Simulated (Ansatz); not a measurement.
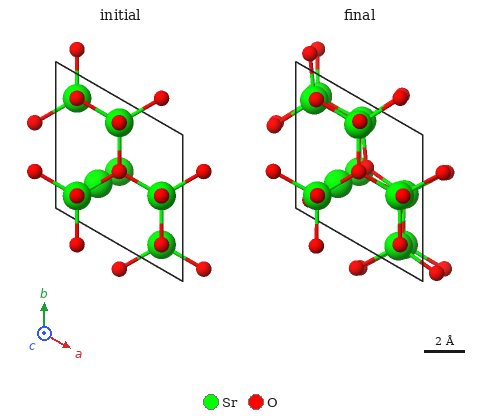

The structure of a defect cell of composition Sr₁₁O₁₂ (cell charge −2) (started half-way along a vacancy jump, in the symmetry of that start) before (left) and after (right) a relaxation, at one scale.

Style: ball-and-stick. Shown: the cell of the calculation (origin shifted), along the c axis.

Computed with Ansatz 0.2.0, DFT PBE, scalar-relativistic, plane waves, PAW. Set-up: plane-wave cutoff 420 eV; k-point mesh 3 × 3 × 2; occupations gaussian; smearing width 0.05 eV; no spin polarisation; atoms relaxed in a fixed cell; force threshold 0.02 eV/Å; at most 60 steps.

### What changed between the two?

After 5 geometry steps the energy has fallen by 5.866 eV per cell of the calculation. The largest force component goes from 10 to 0.0032 eV/Å. The largest moves, 0.48 Å, are those of O atoms. By element the largest moves are O 0.48 Å, Sr 0.17 Å. The cell stays as it was. Some distances before and after: O–Sr 1.793 → 2.256 Å, Sr–Sr 3.585 → 3.357 Å, Sr–Sr 3.585 → 3.800 Å, O–Sr 2.592 → 2.382 Å. Bond angles that change, for instance: O–Sr–O 90.0° → 104.7°, Sr–O–Sr 136.3° → 122.3°, Sr–O–Sr 90.0° → 100.0°. Cost: 55 s on 4 threads of Intel(R) Xeon(R) Platinum 8375C CPU @ 2.90GHz (Ice Lake) (shared host), peak memory 1.6 GiB.

Limits of the set-up: the periodic images lie only 7.4 Å apart, so the values are limited by the cell's size; the cell is charged, on a uniform background, and energies carry no finite-size correction.
